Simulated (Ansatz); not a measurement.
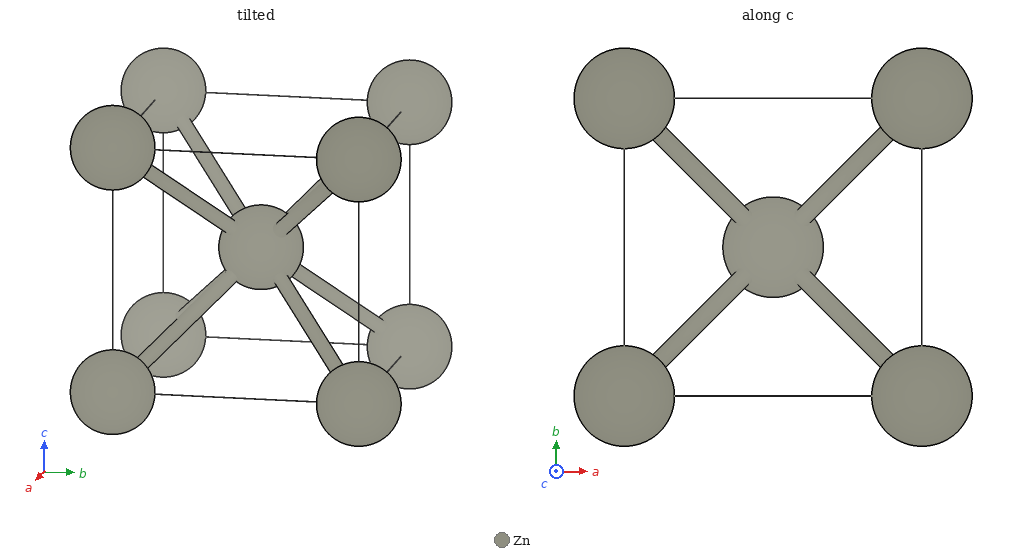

Zn, body-centred cubic (W type), space group Im-3m (No. 229), a = 3.138 Å, b = 3.138 Å, c = 3.138 Å, α = 90.00°, β = 90.00°, γ = 90.00°. Ball-and-stick representation of a periodic structure, projected slightly off an axis and along the c axis. The frame is the conventional unit cell; atoms at its boundary are shown with their periodic copies. This one geometry was run with four functionals. The cell is a structure listed in the Materials Project. This isn't the form of Zn at room conditions, which is hcp.

Alike in all runs: Ansatz 0.2.0; potentials Ansatz PAW; cutoff 420 eV; k mesh 7 × 7 × 7 on the run's cell of 1 atom; occupations fermi-dirac, width 0.05 eV; no spin polarisation; no spin-orbit coupling. All runs are metallic.

| level | pressure (GPa) |
| --- | --- |
| LDA | -9.7 |
| PBE0 | ? |
| PBEsol | -6.3 |
| HSE06 | -1.2 |

What does PBE0 give?

Answer. Pressure -1.6 GPa. That is between PBEsol and HSE06 in pressure.

Order the levels by the equilibrium volume that these pressures point to, smallest first.

Answer. LDA (-9.7 GPa), PBEsol (-6.3 GPa), PBE0 (-1.6 GPa), HSE06 (-1.2 GPa). A higher pressure at one volume points to a larger equilibrium volume, as long as the bulk moduli are alike; rows a few tenths of a GPa apart can't be told apart.

Notes on single rows: LDA, PBE0, PBEsol and HSE06: the k mesh is coarse (spacing up to 0.40 Å⁻¹), so the values aren't converged; PBE0 and HSE06: the k mesh is coarse (spacing up to 0.40 Å⁻¹), so the values aren't converged, least of all with exact exchange.

Caveat: rows whose functional differs from that of their potentials carry a shift in pressure and volume, which can reorder them.
